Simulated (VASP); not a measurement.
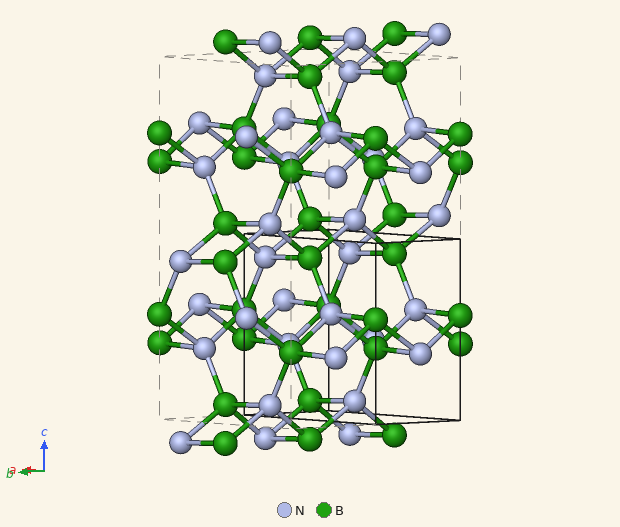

BN (space group Pnma, No. 62). Coordinates: a cell listed in the Materials Project, as set up for an electronic-structure calculation.

Bonds are taken as B–N below 1.9 Å. Simplification: prune 0- and 1-connected atoms, fold 2-connected ones into links.

**What kind of net remains, and which atoms are its nodes?**

A uninodal 4-connected, three-periodic net: N and B are 4-connected nodes.

**Is the net interpenetrated?**

It is a single net, without interpenetration.

**Give the first four terms of the coordination sequence (nodes one, two, three … edges away).**

N and B: 4, 10, 21, 36.

**Give the point symbol of each node (shortest cycle at each angle).**

N and B: 4²·6³·8.

The simplified net, drawn on the atoms' positions. Nodes are coloured by element. Short stubs are edges that leave the cut-out.

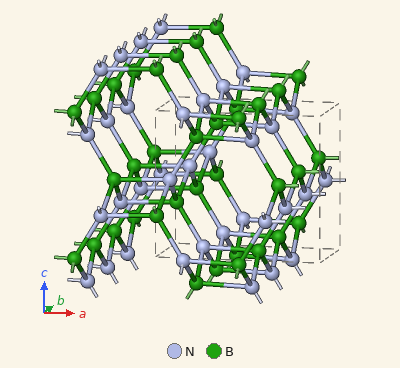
